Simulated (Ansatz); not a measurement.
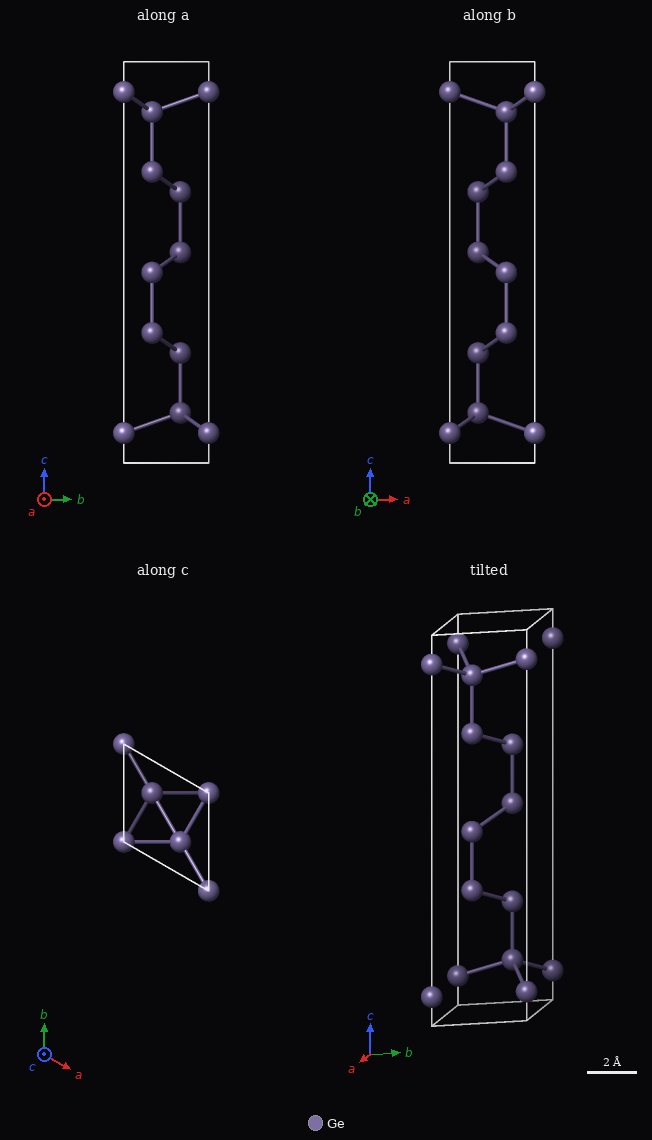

The image is a ball-and-stick drawing of a crystal, viewed along the a axis, along the b axis, along the c axis and slightly off an axis. The frame is the conventional unit cell; atoms at its boundary are shown with their periodic copies.

Lattice parameters: a = 4.0675 Å, b = 4.0675 Å, c = 16.6656 Å, α = 90.000°, β = 90.000°, γ = 120.000°.

**Set out the cell and atoms as a CIF in P1 with every atom of the cell, with free fractional coordinates to two decimals.**

```cif
data_structure
_symmetry_space_group_name_H-M 'P 1'
_symmetry_Int_Tables_number 1
_cell_length_a 4.0675
_cell_length_b 4.0675
_cell_length_c 16.6656
_cell_angle_alpha 90.000
_cell_angle_beta 90.000
_cell_angle_gamma 120.000
_cell_volume 238.78
loop_
_atom_site_label
_atom_site_type_symbol
_atom_site_fract_x
_atom_site_fract_y
_atom_site_fract_z
_atom_site_occupancy
Ge1 Ge 0.3333 0.6667 0.12 1
Ge2 Ge 0.3333 0.6667 0.53 1
Ge3 Ge 0.6667 0.3333 0.73 1
Ge4 Ge 0.00 0.00 0.93 1
Ge5 Ge 0.6667 0.3333 0.32 1
Ge6 Ge 0.3333 0.6667 0.68 1
Ge7 Ge 0.00 0.00 0.07 1
Ge8 Ge 0.6667 0.3333 0.88 1
Ge9 Ge 0.3333 0.6667 0.27 1
Ge10 Ge 0.6667 0.3333 0.47 1
```

The structure comes from a structure type filled with this element by a generator (whether the element takes this form wasn't checked). Earlier steps of the study, as a rule a relaxation of our own, may have changed the cell and positions, so they can lie some per cent off the listed ones. Ansatz was used for an electronic-structure calculation on it.
